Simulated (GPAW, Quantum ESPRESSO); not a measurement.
Consider BN (P6_3/mmc).

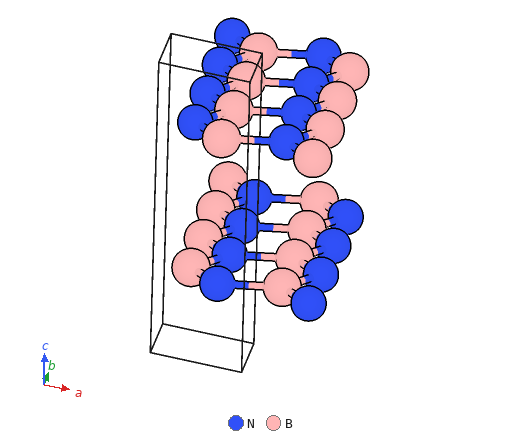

The structure (nitrogen blue, boron pink). 2×4×1 cells are drawn.

```xyz
4
Lattice="2.4982 0.0000 0.0000 -1.2491 2.1635 0.0000 0.0000 0.0000 6.6357" Properties=species:S:1:pos:R:3 pbc="T T T"
N     1.2491    0.7212    1.6589
N     0.0000    1.4424    4.9768
B     1.2491    0.7212    4.9768
B     0.0000    1.4424    1.6589
```

Absorber: atom 1, with 3 B at 1.44 Å (trigonal planar, site symmetry -6m2). Method: Quantum ESPRESSO XSpectra, PBE, full core hole (charged cell), 28-atom cell with 6.6 Å between holes, 4×4×4 k points, dipole transitions, Lorentzian half width 0.3 eV up to 4 eV, rising linearly to 2.5 eV at 25 eV (counted from xe0, 1.7 eV below the zero used here).

The database entry behind the starting cell differs from later determinations by our own check (about 0.3 % short, minor phase), so it need not match the best structure at ambient conditions.

Question: What does the N K edge look like?

Main maxima up to 24 eV above the zero (height): 0.8 eV (0.87), 2.0 eV (0.78), 6.5 eV (1.91) and 14.0 eV (1.05). A K edge sees empty p states; at this planar three-fold site the curve for the electric vector normal to the plane peaks at 0.8 eV, where it is mainly π* that absorbs: that direction carries over 70 % of the weight there. The total-energy difference plus the lowest empty eigenvalue puts the zero at 407.21 eV. One term is added: -7.82 eV, since the hole is spin-paired here and a spin-polarised one costs that much less in the free atom (computed apart). The photon energy is then 399.39 eV. The functional and the charged cell's background leave an error of a few eV in such absolute values.

The N K spectrum (energy from the lowest empty level; intensity scaled to a mean of 1 over the first 20 eV; the points at xe0, where the cut of filled states can leave a spike, are interpolated; polarised curves are means over the symmetry-equivalent atoms):

```tsv
E (eV)	isotropic	ε ⊥ c	ε ∥ c
-2.0	0.05	0.02	0.09
-0.5	0.20	0.03	0.53
1.0	0.80	0.06	2.29
2.5	0.60	0.18	1.45
4.0	0.79	0.64	1.10
5.5	1.47	1.92	0.55
7.0	1.87	2.58	0.44
8.5	1.45	1.92	0.49
10.0	0.99	1.30	0.39
11.5	0.97	1.29	0.33
13.0	1.02	1.34	0.39
14.5	1.04	1.28	0.58
16.0	0.87	0.98	0.66
17.5	0.68	0.66	0.74
19.0	0.56	0.50	0.69
20.5	0.47	0.44	0.54
22.0	0.43	0.43	0.45
23.5	0.42	0.41	0.43
25.0	0.41	0.38	0.48
26.5	0.41	0.34	0.56
28.0	0.41	0.30	0.61
29.5	0.40	0.29	0.60
31.0	0.38	0.32	0.52
```

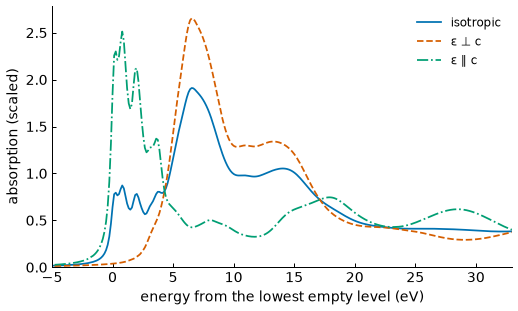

The N K edge.

The structure is a published determination, not relaxed.

[Banner, clock and machine lines of the logs are left out without a mark of their own.]

[Logs are printed without paths, hosts, clocks, repeated set-up lines and the standing remarks that a program may print on its own settings, such as how far it seeks lower states.]

[Hosts, paths, dates, database ids (printed as entryN), source tags and the programs' standing remarks are cut or masked in the printed files.]

[Lists of maxima count a maximum above −3 eV only where it reaches 4 % of the highest in the window and stands out from its surroundings by 2 % of it (1.5 % where it reaches 55 %); shoulders and weaker maxima are passed over, and of the rest the first, up to two pre-edge ones and the few strongest are named.]
